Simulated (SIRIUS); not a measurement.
## Energy of CuO along an even scaling of the cell

System: CuO (C2/c, 4 atoms in the cell).
Method: Kohn-Sham DFT of a periodic cell, PBEsol, dojo-sr-pbesol-0.4.1-standard, no spin polarisation (SIRIUS 7.12.0).

The 7 runs differ only in the geometry, by an even scaling of the cell at fixed fractional positions. The structure derives from an entry of the Crystallography Open Database.

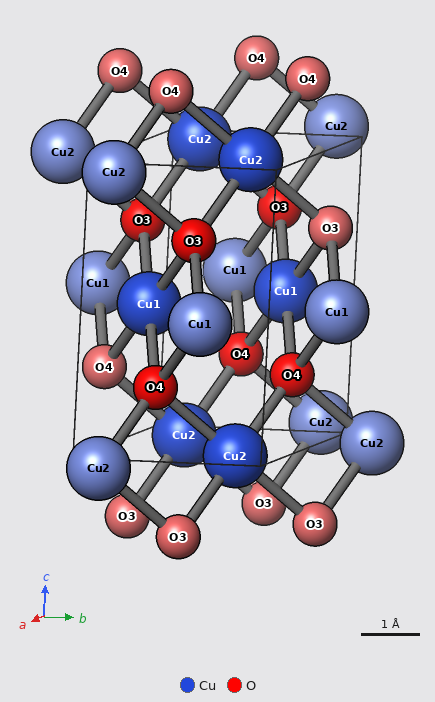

Figure 1. The structure of run 4 (ball-and-stick view of the cell 2 times as large as that of the calculation, set on its symmetry axes, seen slightly off an axis; neighbours outside the cell are drawn fainter; atoms are numbered from 1 in the order of the input). An atom can appear more than once, as a periodic image.

### Input of run 4
```
{
  "control": {
    "processing_unit": "cpu",
    "verbosity": 2,
    "num_bands_to_print": 35,
    "print_forces": true,
    "print_stress": true
  },
  "parameters": {
    "electronic_structure_method": "pseudopotential",
    "xc_functionals": ["XC_GGA_X_PBE_SOL", "XC_GGA_C_PBE_SOL"],
    "gk_cutoff": 9.6,
    "pw_cutoff": 19.2,
    "ngridk": [10, 10, 5],
    "shiftk": [0, 0, 0],
    "smearing": "fermi_dirac",
    "smearing_width": 0.0018374661,
    "num_bands": 35,
    "num_mag_dims": 0,
    "num_dft_iter": 100,
    "energy_tol": 1e-08,
    "density_tol": 1e-06
  },
  "iterative_solver": {
    "type": "davidson",
    "min_tolerance": 1e-10
  },
  "mixer": {
    "type": "anderson",
    "beta": 0.7,
    "max_history": 8
  },
  "settings": {
    "tol_ne": 1e-10,
    "pseudo_grid_cutoff": 6.5
  },
  "unit_cell": {
    "lattice_vectors": [
      [4.425455124955, -3.233888317072, 0.0],
      [4.425455124955, 3.233888317072, 0.0],
      [-1.606319035072, 0.0, 9.55798793011]
    ],
    "atom_coordinate_units": "lattice",
    "atom_types": ["Cu", "O"],
    "atom_files": {
      "Cu": "Cu.json",
      "O": "O.json"
    },
    "atoms": {
      "Cu": [
        [0.5, 0.0, 0.5],
        [0.0, 0.5, 0.0]
      ],
      "O": [
        [0.4184, 0.5816, 0.75],
        [0.5816, 0.4184, 0.25]
      ]
    }
  }
}
```

Command:
```bash
upf_to_json Cu.upf
upf_to_json O.upf
OMP_NUM_THREADS=4 sirius.scf --input=sirius.json --output=out.json --task=0
```

Lattice vectors (Å) and fractional positions of run 4:
```
   2.341850   -1.711300    0.000000
   2.341850    1.711300    0.000000
  -0.850027    0.000000    5.057869
Cu  0.500000 -0.000000  0.500000
Cu  0.000000  0.500000  0.000000
O   0.418400  0.581600  0.750000
O   0.581600  0.418400  0.250000
```

Run 6 differs from it as follows:
```diff
-      [4.425455124955, -3.233888317072, 0.0],
-      [4.425455124955, 3.233888317072, 0.0],
-      [-1.606319035072, 0.0, 9.55798793011]
+      [4.483691475964, -3.276444359426, 0.0],
+      [4.483691475964, 3.276444359426, 0.0],
+      [-1.62745723598, 0.0, 9.683765352925]
```

### Results, with one run withheld

```tsv
run	volume per atom (Å³)	free energy per atom, from the lowest run given (meV)	pressure (GPa)
1	9.527	12.51	9.46
2	9.730	3.49	4.83
3	9.932	0.00	0.71
4	10.135	1.44	−2.97
5	10.338	7.27	−6.24
6	10.540	?	?
7	10.743	30.23	−11.75
```

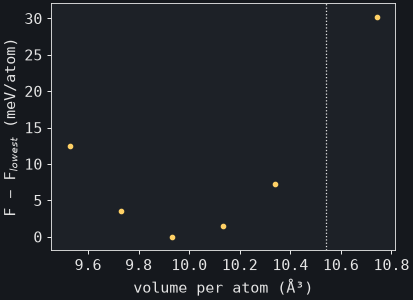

Figure 2. Free energy per atom of the runs given; the dotted line marks run 6.

What should run 6 give?

A cubic polynomial in V^(−2/3) (the Birch–Murnaghan form), fitted to the 6 runs given, misses them by at most 0.01 meV per atom. With x = V^(−2/3) − 0.21467 Å⁻², it reads F = 0.30939 − 665.22 x + 2.797e+05 x² + 4.1341e+05 x³ (meV per atom). At run 6 it gives 16.98 meV per atom, and the run itself gives 17.01. The slope of the fit gives a pressure −dF/dV of −9.13 GPa there, and the run prints −9.15 GPa. The fit has its minimum at 9.971 Å³ per atom, where V d²F/dV² gives 187 GPa. Cell shape and fractional positions are held, so this is the stiffness under even scaling; the relaxed bulk modulus wasn't computed.

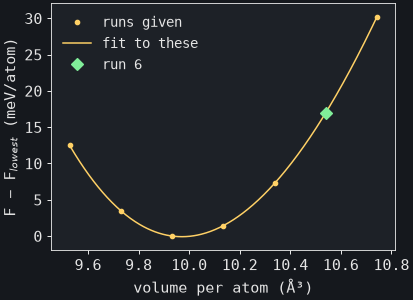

Figure 3. The fit and the withheld run.

### Some lines of the output (run 6)
```
[...]
[find] Total energy                   :    -411.80375777 (Ha),    -823.60751554 (Ry)
[find] Free energy (E-TS)             :    -411.80450057 (Ha),    -823.60900114 (Ry)
[find] Efermi                         :       0.42823215
[find] Total energy                   :    -411.80375764 (Ha),    -823.60751528 (Ry)
[find] Free energy (E-TS)             :    -411.80450064 (Ha),    -823.60900128 (Ry)
[find] Efermi                         :       0.42825494
[find] Total energy                   :    -411.80375775 (Ha),    -823.60751550 (Ry)
[find] Free energy (E-TS)             :    -411.80450066 (Ha),    -823.60900132 (Ry)
[find] Efermi                         :       0.42824250
[find] Total energy                   :    -411.80375776 (Ha),    -823.60751551 (Ry)
[find] Efermi                         :       0.42824048
[find] Total energy                   :    -411.80375776 (Ha),    -823.60751552 (Ry)
[find] Efermi                         :       0.42824086
[find] Efermi                         :       0.42824146
```

Notes: The run has no spin polarisation, so a magnetic state may lie lower.
